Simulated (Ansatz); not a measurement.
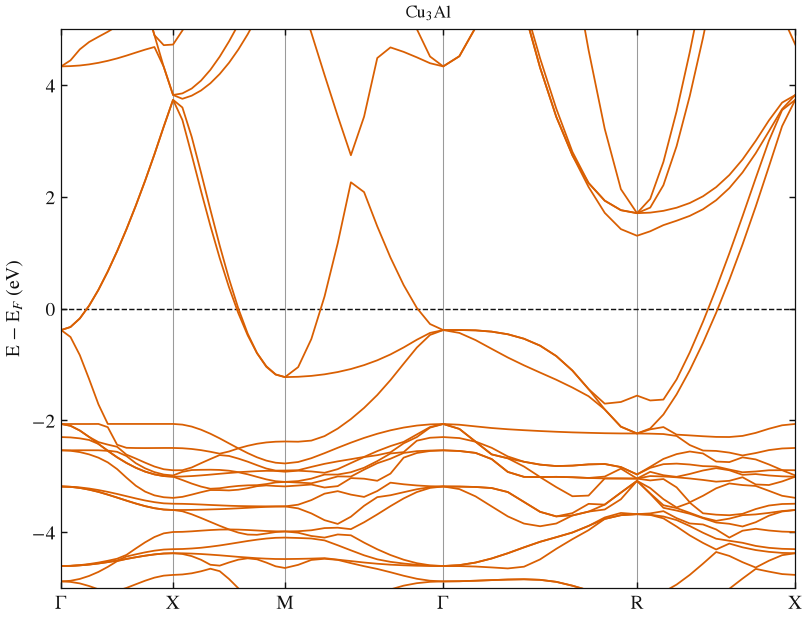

Band structure. Energies are counted from the Fermi level.

Q: What lattice type does the k path imply?

A: A simple cubic lattice: the path Γ–X–M–Γ–R–X runs through the special points of its Brillouin zone.

System: Cu₃Al, space group Pm-3m, 4 atoms in the cell.

```cif
data_structure
_symmetry_space_group_name_H-M 'P 1'
_symmetry_Int_Tables_number 1
_cell_length_a 3.6374
_cell_length_b 3.6374
_cell_length_c 3.6374
_cell_angle_alpha 90.000
_cell_angle_beta 90.000
_cell_angle_gamma 90.000
_cell_volume 48.12
loop_
_atom_site_label
_atom_site_type_symbol
_atom_site_fract_x
_atom_site_fract_y
_atom_site_fract_z
_atom_site_occupancy
Cu1 Cu 0.00000 0.50000 0.50000 1
Cu2 Cu 0.50000 0.00000 0.50000 1
Cu3 Cu 0.50000 0.50000 0.00000 1
Al1 Al 0.00000 0.00000 0.00000 1
```

Level of theory: PBEsol, all-electron LAPW, no spin polarisation, no spin-orbit coupling, 7×7×7 k mesh, Fermi-Dirac smearing of 0.05 eV; code Ansatz.

Q: Metal, semiconductor or insulator?

A: A metal: 2 bands cross the Fermi level along this path.

Q: Which levels at X lie nearest to the Fermi level?

A: At X the nearest levels lie 2.06 eV below and 3.74 eV above the Fermi level.

Q: On which lines of the path do bands cross the Fermi level?

A: Bands cross the Fermi level on Γ–X, X–M, M–Γ and R–X, and not on Γ–R.

The cell comes from a database of computed structures, and whether it is the stable form of this composition wasn't checked. Bands are joined in order of energy, so crossings between the computed points show as kinks or gaps.
